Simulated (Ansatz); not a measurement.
Consider Si$_{2}$Mo (slab).

The calculation's input:

```
crystal:
  lattice:
    - [3.2169717285, 0.0, 0.0]
    - [0.0, 3.2169717285, 0.0]
    - [0.0, 0.0, 21.8787970046]
  atoms:
    - { symbol: Si, position: [0.0, 0.0, 0.1828254085] }
    - { symbol: Mo, position: [0.5, 0.5, 0.2421667772] }
    - { symbol: Si, position: [0.0, 0.0, 0.301508146] }
    - { symbol: Si, position: [0.5, 0.5, 0.3593659936] }
    - { symbol: Mo, position: [0.0, 0.0, 0.4192862006] }
    - { symbol: Si, position: [0.5, 0.5, 0.4743769505] }
basis:
  ecutwfc: 420
kpoints:
  mp_grid: { grid: [8, 8, 1] }
hamiltonian:
  xc: pbe
  pseudopotentials: { kind: paw, azcp: { folder: soft_1 } }
scf:
  occupations: { method: gaussian, width: 0.1 }
output:
  forces: true
  eigenvalues: true
  write_density: true
  write_potential: true
  elf: true
  volumetric_format: npy
efield:
  axis: 3
  dipole_correction: true
  ramp_width: 0.04
```

Launched as:

```sh
ansatz run input.yaml --threads 1 --pin off --max-ram 3072MiB --backend cpu --events-out ev --progress --plain --runs-dir out
```

Not relaxed (largest force 0.6 eV/Å); computed without spin polarisation; PAW files of the earlier set (soft_1).

Theory: Ansatz 0.2.0, DFT PBE, scalar-relativistic, plane waves, PAW.

> Predict the valence pseudo-density and electron localisation function between the atoms.

Si–Si (2.52 Å): the density is about 0.37 e/Å³ at the midpoint; the ELF peaks at about 0.60 in the valence shell of Si, 1.0 Å from its nucleus, and is about 0.55 at the midpoint.
Si–Mo (2.56 Å): ρ is about 0.44 e/Å³ halfway; the ELF peaks at about 0.75 in the valence shell of Si, 0.9 Å from its nucleus, and is about 0.40 at the midpoint.
Si–Si (2.60 Å): the density is about 0.33 e/Å³ at the midpoint; the ELF peaks at about 0.55 in the valence shell of Si, 0.9 Å from its nucleus, and is about 0.50 at the midpoint.
Si–Mo (2.62 Å): ρ is about 0.39 e/Å³ halfway; the ELF peaks at about 0.70 in the valence shell of Si, 0.9 Å from its nucleus, and is about 0.40 at the midpoint.

> Does the calculation give a band gap?

It is metallic or semimetallic at this level of theory: no gap opens.

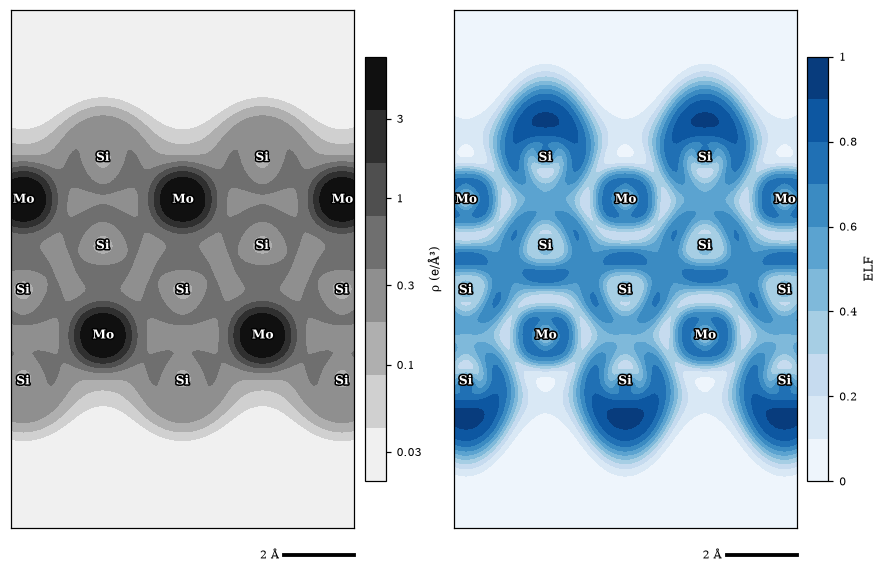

Computed valence pseudo-density and electron localisation function on the (110) plane of the calculation cell, a cut from vacuum to vacuum, in this order. 

The density is the valence pseudo-density of a PAW calculation; it isn't the true density close to the nuclei.
